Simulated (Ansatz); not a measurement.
Single-point calculation, with input and output: GaAs (part 2 of 2)

The same run, continued: GaAs (F-43m, 32 atoms in the cell); DFT LDA, scalar-relativistic, plane waves, PAW, no spin polarisation (Ansatz 0.2.0); cutoff 420 eV, 3×3×3 k-mesh, Gaussian smearing of 0.02 eV. The structure derives from a Materials Project entry. It belongs to a series of runs on one base structure; here: the perfect crystal in a cell of 32 atoms.

Output, continued
```
  k-point 1: bands = ["-27.0892", "-27.0892", "-27.0890", "-27.0885", "-27.0885", "-27.0884", "-27.0883", "-27.0883", "-27.0883", "-27.0883", ... 59 levels left out ..., "-27.0770", "-27.0770", "-27.0770", "-27.0770", "-27.0770", "-27.0768", "-27.0768", "-27.0768", "-27.0764", "-27.0764", "-27.0764", "-6.8266", "-6.8237", "-6.8237", "-6.8136", "-6.8062", "-6.8062", "-6.8062", "-6.8062", "-6.8051", "-6.8051", "-6.7878", "-6.7878", "-6.7878", "-6.7878", "-6.7659", "-6.7292", "-6.7069", "-6.7045",
      "-6.6967", "-6.6932", "-6.6897", "-6.6897", "-6.6897", "-6.6897", "-6.6866", "-6.6866", "-6.6866", "-6.6866", "-6.6839", "-6.6839", "-6.6839", "-6.6839", "-6.6810", "-6.6810", "-6.6781", "-6.6765", "-6.6765", "-6.6765", "-6.6765", "-6.6738", "-6.6738", "-6.6699", "-6.6661", "-6.6652", "-6.6652", "-6.6628", "-6.6628", "-6.6603", "-6.6484", "-6.6484", "-6.6471", "-6.6375", "-6.6375", "-6.6351", "-6.6306", "-6.6306", "-6.6306", "-6.6306",
      "-6.6304", "-6.6304", "-6.6304", "-6.6304", "-6.6292", "-6.6272", "-6.6252", "-6.6240", "-6.6233", "-6.6233", "-6.6233", "-6.6233", "-6.6228", "-6.6215", "-6.6215", "-6.6215", "-6.6215", "-6.6198", "-6.6198", "-6.6159", "-6.6150", "-6.6150", "-4.5156", "-3.8920", "-3.3573", "-3.3573", "-3.3573", "-3.3573", "-2.8584", "-2.8584", "-2.6209", "-2.6209", "-2.6209", "-2.6209", "-2.4213", "-2.4213", "-2.3275", "-2.1181", "1.3292", "1.6158",
      "1.6944", "1.6944", "1.7191", "1.7191", "1.7191", "1.7191", "2.2947", "2.2947", "2.7039", "2.7039", "2.7039", "2.7039", "4.0182", "4.1014", "4.6282", "4.7788", "4.7788", "4.7788", "4.7788", "4.8916", "4.8916", "5.2614", "5.2614", "5.4586", "5.4586", "5.6564", "5.8758", "5.8758", "5.8758", "5.8758", "6.0475", "6.1002", "6.1002", "6.1284", "6.2063", "6.3805", "6.3805", "6.3805", "6.3805", "6.9838",
      "6.9838", "6.9838", "6.9838", "7.5176", "7.6904", "8.1182", "9.8440", "10.0895", "10.0895", "10.1187", "10.3749", "10.6034", "10.6034", "10.7116", "10.7116", "10.7116", "10.7116", "10.8132", "11.0915", "11.0915", "11.0915", "11.0915", "11.3605", "11.6357", "11.6357", "12.0109", "12.0602", "12.0602", "12.1494", "12.3927", "12.3927", "12.3927", "12.3927", "12.6299", "12.6299", "12.6299", "12.6299", "12.6847", "12.8018", "12.9159",
      "13.2615", "13.2615", "13.7315", "13.7315", "13.7315", "13.7315", "13.8590", "14.1313", "14.4589", "14.4589", "14.4589"]
  k-point 2: bands = ["-27.0888", "-27.0888", "-27.0888", "-27.0885", "-27.0885", "-27.0885", "-27.0885", "-27.0885", "-27.0885", "-27.0885", ... 59 levels left out ..., "-27.0769", "-27.0769", "-27.0767", "-27.0767", "-27.0767", "-27.0767", "-27.0767", "-27.0767", "-27.0767", "-27.0767", "-27.0767", "-6.8161", "-6.8161", "-6.8161", "-6.8161", "-6.8161", "-6.8161", "-6.8060", "-6.8060", "-6.8060", "-6.8037", "-6.8037", "-6.8037", "-6.7799", "-6.7569", "-6.7569", "-6.7569", "-6.6987", "-6.6987",
      "-6.6987", "-6.6967", "-6.6967", "-6.6967", "-6.6935", "-6.6935", "-6.6853", "-6.6853", "-6.6853", "-6.6807", "-6.6807", "-6.6807", "-6.6772", "-6.6772", "-6.6772", "-6.6762", "-6.6762", "-6.6762", "-6.6762", "-6.6762", "-6.6762", "-6.6737", "-6.6737", "-6.6737", "-6.6674", "-6.6674", "-6.6674", "-6.6674", "-6.6674", "-6.6674", "-6.6412", "-6.6412", "-6.6412", "-6.6391", "-6.6391", "-6.6391", "-6.6391", "-6.6391", "-6.6391", "-6.6302",
      "-6.6302", "-6.6302", "-6.6295", "-6.6295", "-6.6295", "-6.6243", "-6.6243", "-6.6234", "-6.6234", "-6.6234", "-6.6205", "-6.6205", "-6.6205", "-6.6196", "-6.6196", "-6.6196", "-6.6196", "-6.6196", "-6.6196", "-6.6174", "-6.6174", "-6.6174", "-4.0925", "-4.0925", "-4.0925", "-3.5471", "-2.9916", "-2.9916", "-2.9916", "-2.7648", "-2.7648", "-2.7648", "-2.3508", "-2.3508", "-2.3508", "-2.3508", "-2.3508", "-2.3508", "1.6101", "1.6101",
      "1.6101", "1.6101", "1.6101", "1.6101", "1.6693", "1.6693", "1.6693", "2.4451", "2.4451", "2.4451", "2.7085", "4.3981", "4.3981", "4.3981", "4.5124", "4.5124", "4.5124", "4.5124", "4.5124", "4.5124", "5.4097", "5.4097", "5.4097", "5.4937", "5.4937", "5.4937", "5.7634", "5.7634", "5.7634", "5.7634", "5.7634", "5.7634", "6.0935", "6.0935", "6.0935", "6.5344", "6.5344", "6.5344", "7.2357", "7.2357",
      "7.2357", "7.2748", "7.2748", "7.3004", "7.3004", "7.3004", "9.3838", "10.2982", "10.2982", "10.2982", "10.3484", "10.3484", "10.3484", "10.5065", "10.5065", "10.5065", "10.6831", "10.6831", "10.6831", "10.6831", "10.6831", "10.6831", "11.8673", "11.8673", "11.8673", "12.0424", "12.0424", "12.0424", "12.6608", "12.6608", "12.6608", "12.9145", "12.9145", "12.9240", "12.9240", "12.9240", "12.9240", "12.9240", "12.9240", "13.3165",
      "13.3165", "13.3165", "13.8038", "13.8038", "13.8038", "14.0180", "14.0180", "14.0180", "14.2947", "14.2947", "14.2947"]
  k-point 3: bands = ["-27.0892", "-27.0888", "-27.0888", "-27.0888", "-27.0888", "-27.0887", "-27.0887", "-27.0887", "-27.0881", "-27.0881", ... 59 levels left out ..., "-27.0769", "-27.0769", "-27.0769", "-27.0769", "-27.0768", "-27.0768", "-27.0768", "-27.0768", "-27.0766", "-27.0766", "-27.0766", "-6.8227", "-6.8227", "-6.8158", "-6.8158", "-6.8158", "-6.8158", "-6.8083", "-6.7984", "-6.7984", "-6.7984", "-6.7984", "-6.7817", "-6.7817", "-6.7817", "-6.7817", "-6.7493", "-6.6977", "-6.6977",
      "-6.6887", "-6.6887", "-6.6887", "-6.6887", "-6.6882", "-6.6882", "-6.6882", "-6.6882", "-6.6868", "-6.6868", "-6.6868", "-6.6868", "-6.6850", "-6.6850", "-6.6850", "-6.6850", "-6.6786", "-6.6786", "-6.6786", "-6.6786", "-6.6714", "-6.6714", "-6.6709", "-6.6709", "-6.6656", "-6.6656", "-6.6656", "-6.6656", "-6.6623", "-6.6623", "-6.6466", "-6.6421", "-6.6421", "-6.6370", "-6.6370", "-6.6370", "-6.6370", "-6.6363", "-6.6363", "-6.6363",
      "-6.6363", "-6.6318", "-6.6233", "-6.6233", "-6.6233", "-6.6233", "-6.6228", "-6.6228", "-6.6228", "-6.6228", "-6.6226", "-6.6226", "-6.6226", "-6.6226", "-6.6226", "-6.6198", "-6.6198", "-6.6198", "-6.6198", "-6.6188", "-6.6188", "-6.6160", "-4.2969", "-3.6870", "-3.6870", "-3.6870", "-3.6870", "-3.1233", "-2.9345", "-2.9345", "-2.9345", "-2.9345", "-2.2168", "-2.2168", "-2.2168", "-2.2168", "-2.0820", "-2.0820", "1.3827", "1.3827",
      "1.5624", "1.5624", "1.5624", "1.5624", "1.6042", "1.6042", "1.6042", "1.6042", "2.7591", "3.7484", "3.7484", "3.7484", "3.7484", "4.2926", "4.2926", "4.2926", "4.2926", "4.7556", "4.7556", "4.8967", "4.8967", "5.3793", "5.3793", "5.3793", "5.3793", "5.4666", "5.9253", "5.9253", "6.0902", "6.0902", "6.0902", "6.0902", "6.3571", "6.3571", "6.3571", "6.3571", "6.6981", "6.6981", "6.6981", "6.6981",
      "7.0317", "7.0317", "7.0317", "7.0317", "7.1795", "7.1795", "9.6801", "9.8208", "9.8208", "9.8208", "9.8208", "10.6983", "10.7069", "10.7069", "10.7069", "10.7069", "10.7830", "11.3210", "11.4174", "11.4174", "11.6013", "11.6013", "11.6013", "11.6013", "11.6510", "11.6510", "11.9898", "11.9898", "11.9898", "11.9898", "12.7304", "12.7304", "12.7304", "12.7304", "13.0459", "13.0459", "13.0459", "13.0459", "13.3007", "13.3007",
      "13.3007", "13.3007", "13.5297", "13.5297", "13.5673", "13.5673", "13.5673", "13.5673", "13.9159", "13.9159", "13.9159"]
```

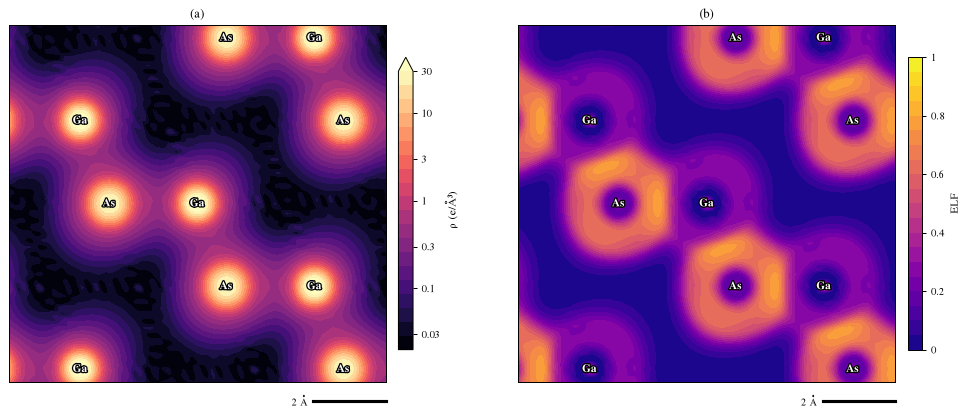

Fig. 1: (a) valence charge density (pseudo); (b) ELF on the (100) plane of the calculation cell. Atoms in the plane: Ga and As. The density dies away to nearly zero in the voids. In a PAW calculation such maps are meaningful between the atoms, not at the nuclei.

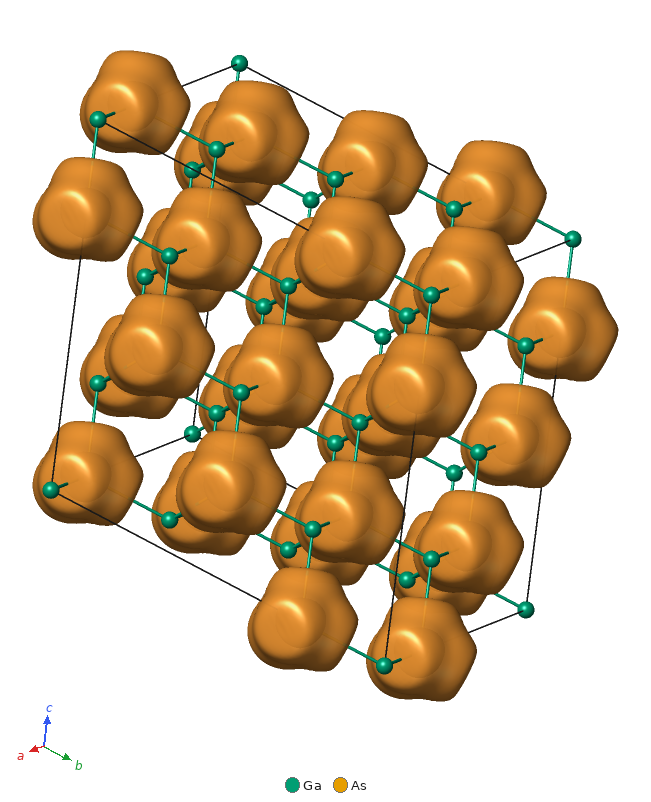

Fig. 2: Isosurface of the ELF at 0.55 (orange), seen slightly off an axis. Core shells and regions of very low density are left out. Sticks mark near contacts. The outline is the calculation cell. Values along the shortest contacts:

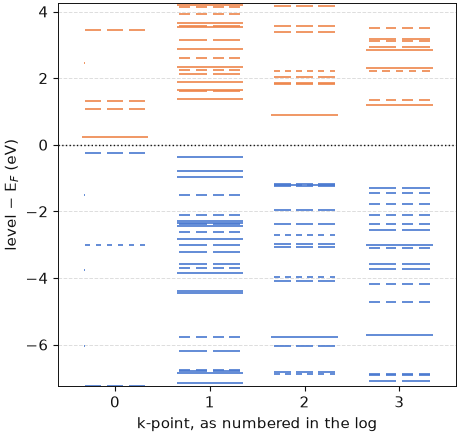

Fig. 3: Kohn–Sham levels near the Fermi level (dotted) at the few k-points that the log prints; levels within 0.02 eV of each other stand side by side. Among these points the highest filled and lowest empty levels are 0.49 eV apart, which is the gap on the mesh.

Results in brief

```json
{"quantity": "outcome", "value": "converged"}
{"quantity": "space group (tolerance 0.01 Å)", "value": "F-43m (216)"}
{"quantity": "electrons treated", "value": "448"}
{"quantity": "free energy", "value": "−135700.7411 eV"}
{"quantity": "Fermi energy", "value": "8.482 eV"}
{"quantity": "gap on the k-point mesh", "value": "0.49 eV"}
{"quantity": "pressure", "value": "−0.03 GPa"}
{"quantity": "largest force (length of the vector)", "value": "under 0.001 eV/Å"}
{"quantity": "wall time", "value": "48 s (CPU time 2.5 min)"}
{"quantity": "peak memory", "value": "3.2 GiB"}
```
